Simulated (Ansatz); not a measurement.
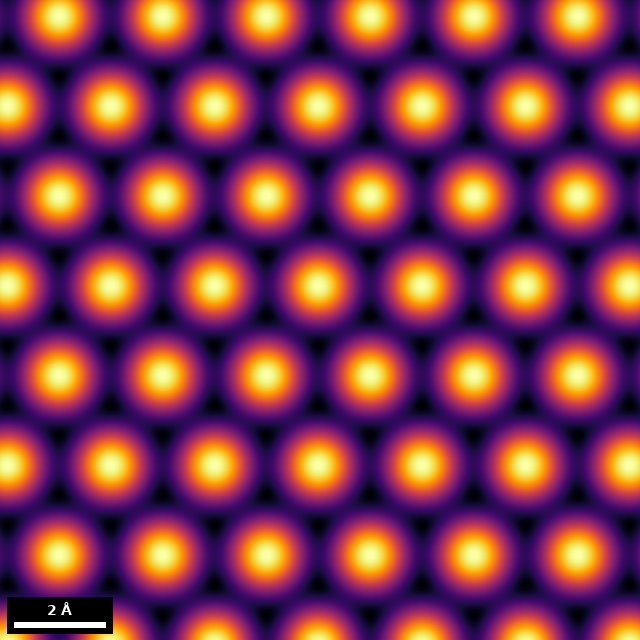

Z-contrast image of a crystal. Simulation: incoherent imaging, intensity Z^1.7 per atom, probe width 1.15 Å, thin sample. The probe carries 25 % of its weight in a tail 2.5 times as wide. The display is stretched by a gamma of 0.65; percentages refer to the linear signal.

**Give the net of the columns and its spacings.**

The pattern repeats on a hexagonal net with a repeat of 2.3 Å.

**Which plane group does this projection have?**

p6mm: sixfold points with mirror lines through them.

**How many columns does the smallest repeating cell hold, and how many levels of brightness?**

1 column in the primitive cell of 4.5 Å², all of one brightness.

The crystal is Ta (Pm-3m, No. 221) seen along [111]. Atomic positions: coordinates from a relaxation with DFT, BLYP, plane waves (420 eV) with PAW, scalar-relativistic (Ansatz 0.2.0); the starting structure was generated, so it need not be a known form of this composition.
